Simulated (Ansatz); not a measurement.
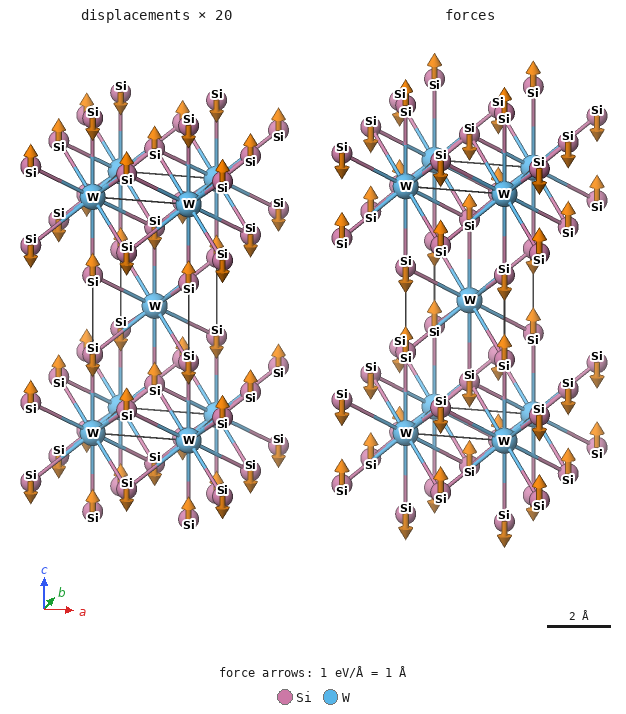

Left: a symmetric starting cell of Si₂W, with orange arrows for the displacements applied to it (without the part that the change of the cell carries along). Right: the displaced structure with the computed forces. Besides, the cell is strained by +4.5 % along c and +3.0 % across it (volume +10.8 %). A ball-and-stick model of the conventional cell (2 times the calculation's cell), seen slightly off an axis. Lengths and directions refer to the drawn axes.

Theory: DFT PBE, scalar-relativistic, plane waves, PAW in Ansatz. Set-up: plane-wave cutoff 420 eV; k-point mesh 18 × 18 × 18; occupations gaussian; smearing width 0.1 eV; no spin polarisation.

Describe the distortion and the response.

Answer. The Si atoms are displaced by 0.04 Å relative to the cell. No relaxation follows. The starting cell wasn't computed here and needn't be at equilibrium, so pressure and forces aren't due to the change alone. The pressure is −17.4 GPa (not all of it need come from the change, since the unchanged cell can be under pressure at this level too). The principal stresses (compression positive) are −23.2 GPa along c and −14.5 GPa across it. The largest forces, 0.88 eV/Å, act on 2 Si atoms of the calculation's cell. The forces point straight back along the displacements (cosine −1.00). Some distances before and after: Si–W 2.625 → 2.703 to 2.733 Å. The space group stays I4/mmm (No. 139).
